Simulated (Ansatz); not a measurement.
System: FeNi, space group P4/mmm (No. 123).

Input of the run:
```
crystal:
  lattice:
    - [2.4593241878, 0.0, 0.0]
    - [0.0, 2.4593241878, 0.0]
    - [0.0, 0.0, 3.5249553964]
  atoms:
    - { symbol: Fe, position: [0.0, 0.0, 0.0], spin: 2.76 }
    - { symbol: Ni, position: [0.5, 0.5, 0.5], spin: 0.75 }
basis:
  ecutwfc: 420
kpoints:
  mp_grid: { grid: [16, 16, 12] }
hamiltonian:
  xc: pbesol
scf:
  occupations: { method: gaussian, width: 0.2 }
output:
  eigenvalues: true
  populations: true
magnetization:
  spin_polarized: true
phonons:
  method: dfpt
  eigenvectors: true
```

Launched with:
```bash
ansatz run input.yaml --threads 1 --pin off --max-ram 3072MiB --backend cpu --events-out ev --progress --plain --runs-dir out
```

How it was computed, with Ansatz 0.2.0: harmonic phonon frequencies at the zone centre with atoms at rest in the given cell, without the long-range term of polar modes, the three translations left out, imaginary frequencies are negative; plane waves with PAW datasets, Γ-centred k mesh. Level: PBEsol, collinear spin. The state reached is ferromagnetic.

| setting | value |
| --- | --- |
| wave cutoff | 420 eV |
| k mesh | 16×16×12 |
| occupations | Gaussian |
| smearing width | 0.2 eV |
| pressure | 2 GPa |
| phonon method | linear response |

Describe the result: the zone-centre optical phonon frequencies (the three acoustic modes are left out).

No frequency is imaginary, so the structure is stable to these displacements (zone-boundary modes weren't tested here). The highest mode lies at 305.9 cm⁻¹. The optical modes lie at 217.1 (×2), 305.9 cm⁻¹.

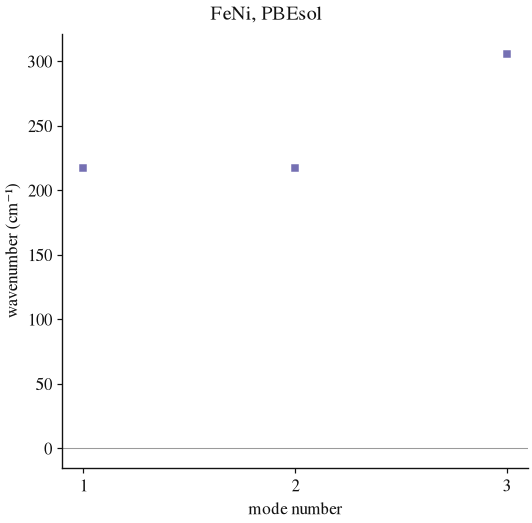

Caveats: metal sensitive to the k mesh.
